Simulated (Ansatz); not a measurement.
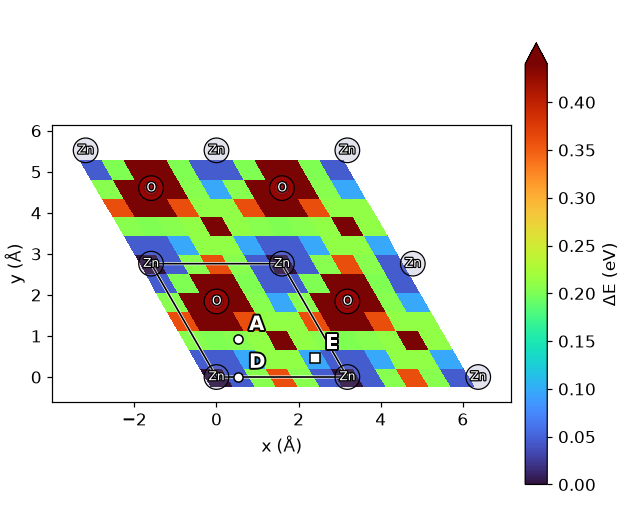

H on a ZnO(001) slab cut from the P6_3mc phase, its upper half relaxed before the scan (8 atoms of substrate and one adsorbate in a 1 × 1 cell). H is moved over the surface cell; relaxed at each place: the height of the adsorbate's atoms; substrate rigid; the origin of the map has the adsorbate above Zn8. Places are given modulo a cell vector. The map is drawn in real space over the plane of the surface. The scan uses a 6 × 6 grid; 10 points were computed and 26 follow by symmetry. All energies are given in eV relative to the lowest grid point. At some places the adsorbate sinks to or below the level of the top layer. The magnetic moment jumps between some neighbouring points. With one adsorbate in each 1 × 1 cell, its nearest image is 3.2 Å away, so neighbouring adsorbates interact. Computed with Ansatz, DFT LDA, scalar-relativistic, plane waves, PAW. Settings: cutoff 420 eV, k-mesh 9×9×1, gaussian smearing 0.05 eV, spin-polarised.

In the figure: one coloured cell a grid point, labelled circles for the atoms of the top layer and small ones for the second layer, the outline of one cell of the 2 × 2 shown, one colour for all values above the top of the scale, lettered points.

Is E the lowest point of the computed grid?

No. E lies 0.097 eV above the lowest grid point, which is at the top site over a surface Zn atom, (0/6, 0/6) of the cell vectors.

Rank the lettered points by energy, lowest first.

D (0.045 eV), E (0.097 eV), A (0.205 eV).

PAW datasets: the set soft_1.
